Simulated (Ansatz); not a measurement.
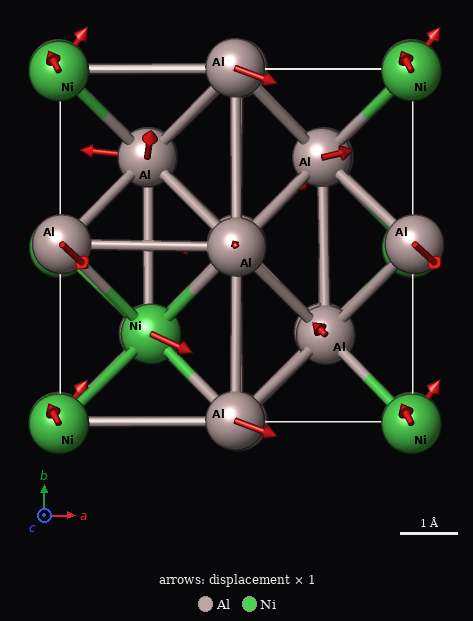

A relaxation of crystalline Al₁₃Ni₃ (a generated structure, set up in P1) (coarse preliminary run). The starting structure is drawn; red arrows show the displacements (the part carried along by the change of the cell is left out), at their true length.

The picture is a ball-and-stick view of the cell of the calculation, seen along the c axis.

Case: elements placed on the bcc lattice at random.

All numbers below come from Ansatz, DFT PBE, scalar-relativistic, plane waves, PAW.

The input:
```yaml
crystal:
  lattice:
    - [6.27599836, 0.0, 0.0]
    - [0.0, 6.27599836, 0.0]
    - [0.0, 0.0, 6.27599836]
  atoms:
    - { symbol: Al, position: [0.4965201174, 0.0028577458, 0.9952146504] }
    - { symbol: Al, position: [0.0050867018, 0.5033545805, 0.9996462707] }
    - { symbol: Al, position: [0.9958674818, 0.9999903499, 0.499973197] }
    - { symbol: Al, position: [0.250914114, 0.2506942829, 0.2457768975] }
    - { symbol: Al, position: [0.500453306, 0.4950471369, 0.0050332462] }
    - { symbol: Al, position: [0.5052265719, 0.0008743478, 0.496008631] }
    - { symbol: Al, position: [0.7473245077, 0.2533826536, 0.2483310577] }
    - { symbol: Al, position: [0.249507652, 0.7508313638, 0.2499590605] }
    - { symbol: Al, position: [0.5004573201, 0.5042086004, 0.503341552] }
    - { symbol: Al, position: [0.7487646909, 0.7502790345, 0.2516978121] }
    - { symbol: Al, position: [0.7534636308, 0.2459909377, 0.7461974389] }
    - { symbol: Al, position: [0.2473996035, 0.7492657265, 0.7502826196] }
    - { symbol: Al, position: [0.7427731429, 0.7489292649, 0.7507092409] }
    - { symbol: Ni, position: [0.9966192189, 0.9943277668, 0.9994487499], spin: 2.0 }
    - { symbol: Ni, position: [0.9979133474, 0.4934247145, 0.4968166927], spin: 2.0 }
    - { symbol: Ni, position: [0.258217801, 0.2489839942, 0.7494246995], spin: 2.0 }
  symmetry: { detect: false }
basis:
  ecutwfc: 420
kpoints:
  mp_grid: { grid: [2, 2, 2], shift: [0.5, 0.5, 0.5] }
hamiltonian:
  xc: pbe
scf:
  occupations: { method: gaussian, width: 0.1 }
  lower_state_search: "off"
output:
  forces: true
  stress: true
  eigenvalues: true
  populations: true
magnetization:
  spin_polarized: true
relax:
  adjacent_minimum: "off"
  f_tol: 0.04
  max_steps: 50
  cell: { stress_tol: 0.3 }
```

Run as
```bash
ansatz run input.yaml --threads 4 --pin off --max-ram 9216MiB --backend cpu --events-out ev --progress --plain --runs-dir out
```

**Atoms of which element are displaced furthest, and by how much?**

Aluminium: up to 1.23 Å, against 0.89 Å for nickel.

**What happened in the run?**

The atom that moves furthest relative to the cell is Al8 (1.23 Å roughly along −a). Largest moves by element: Al 1.23 Å, Ni 0.89 Å. Cell: a 6.276 → 6.538 Å (+4.2 %), b 6.276 → 6.280 Å (+0.1 %), c unchanged at 6.276 Å, α 90.0° → 87.5°, β 90.0° → 89.5°, γ 90.0° → 90.8°. Volume +4.1 %. Among the contacts that change: Al3–Al9 4.477 → 2.827 Å, Al2–Al9 4.401 → 2.830 Å, Al2–Al3 4.452 → 2.881 Å, Al3–Al10 2.700 → 4.247 Å. New bonds form: Al11–Ni16 (3.11 → 2.37 Å), Al12–Ni16 (3.14 → 2.42 Å), Al1–Ni14 (3.14 → 2.46 Å), Al4–Ni16 (3.12 → 2.42 Å). Bonds break: Ni15–Ni16 (2.75 → 3.78 Å). Among the angles between lasting bonds that change: Al10–Al9–Ni16 178.4° → 115.5°, Al2–Al12–Al6 178.9° → 126.4°, Al4–Al3–Al13 179.6° → 127.2°. The space group stays P1 (No. 1). After 19 accepted moves (22 points after the start) the energy has fallen by 245 meV per atom. The largest force component goes from 1.4 to 0.015 eV/Å. Pressure: −2.20 GPa at the start and 0.03 GPa at the end. The line search rejected the trial steps at points 9, 19 of the run. At 1 point the geometry stayed and the basis and grid were re-selected for the new cell (energy shift of 0.4 meV per atom at most each time). The program noted that the starting moments weren't kept. Cost: 2.6 min on 4 threads of Arm Neoverse V2, with other jobs on the host, peak memory 0.67 GiB.

Limits of the set-up: the k-point mesh is coarse for a cell with partly filled bands.
